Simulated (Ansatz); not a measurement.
**ZnSe: density, localisation and related maps**

```cif
data_structure
_symmetry_space_group_name_H-M 'P 1'
_symmetry_Int_Tables_number 1
_cell_length_a 5.3672
_cell_length_b 5.3672
_cell_length_c 5.3672
_cell_angle_alpha 90.000
_cell_angle_beta 90.000
_cell_angle_gamma 90.000
_cell_volume 154.62
loop_
_atom_site_label
_atom_site_type_symbol
_atom_site_fract_x
_atom_site_fract_y
_atom_site_fract_z
_atom_site_occupancy
Zn1 Zn 0.00000 0.00000 0.00000 1
Zn2 Zn 0.50000 0.50000 0.00000 1
Zn3 Zn 0.50000 0.00000 0.50000 1
Zn4 Zn 0.00000 0.50000 0.50000 1
Se1 Se 0.50000 0.00000 0.00000 1
Se2 Se 0.00000 0.50000 0.00000 1
Se3 Se 0.00000 0.00000 0.50000 1
Se4 Se 0.50000 0.50000 0.50000 1
```

Space group Fm-3m.

These are results of DFT, PBE, PAW with Ansatz's default frozen-core files, scalar-relativistic in Ansatz, not measurements.

Core electrons are frozen (PAW), and the valence fields are smoothed inside the atomic spheres.

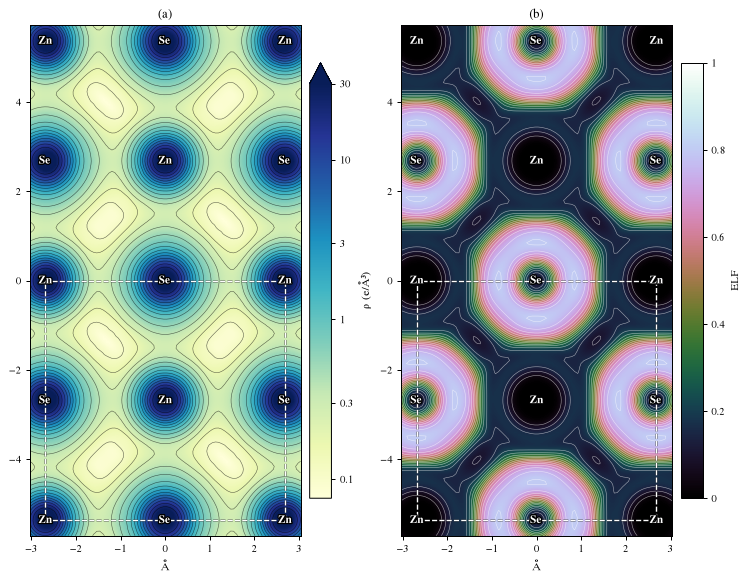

Figure 1. (a) valence charge density (pseudo); (b) electron localisation function on the (010) plane of the conventional cell.

### What does the map show?

- The plane passes through Zn and Se nuclei.
- Zn–Se (2.68 Å): ρ is about 0.3 e/Å³ halfway; the ELF is about 0.50 at the midpoint and 0.15 at its lowest between the atoms.
- Between the atoms the lowest density in this plane is 0.08 e/Å³.

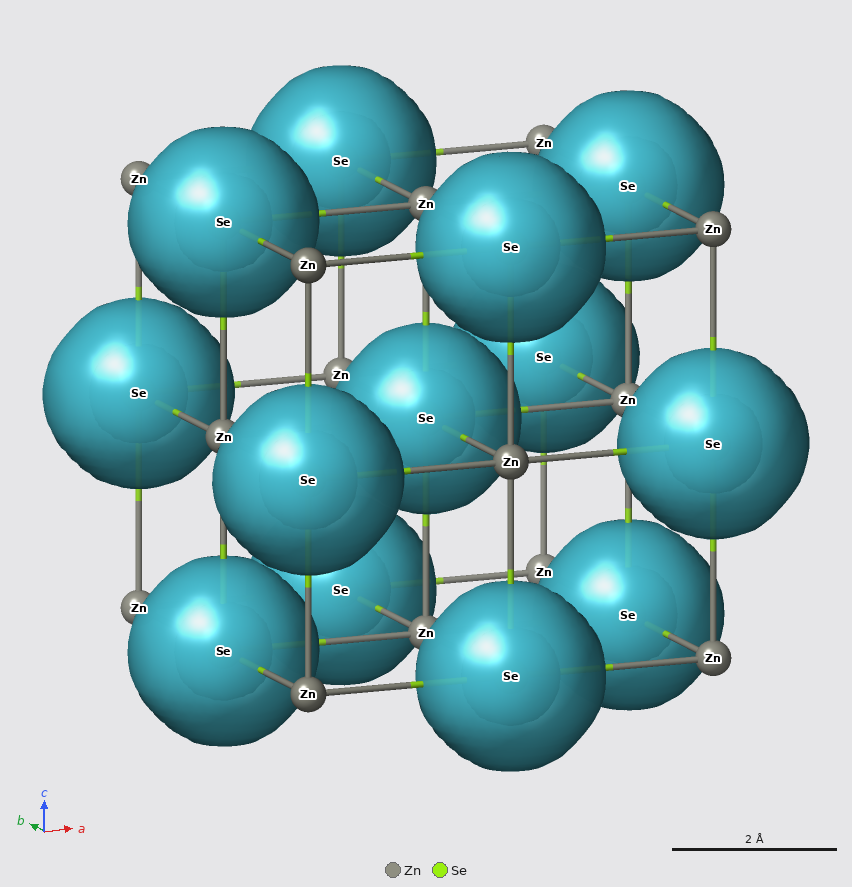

Figure 2. Isosurface of the electron localisation function at 0.7 (cyan), seen at an oblique angle. Core shells and regions of very low density are left out. Sticks mark near contacts.

### Identify the bonds, lone pairs and shells in this picture.

The ELF exceeds this value in four regions wrapped around Se (the valence shell of each), counted in one cell of 8 atoms. Regions shared between cells count once.

### Does the calculation make it a metal, or give it a gap?

It is metallic or semimetallic at this level of theory: no gap opens.
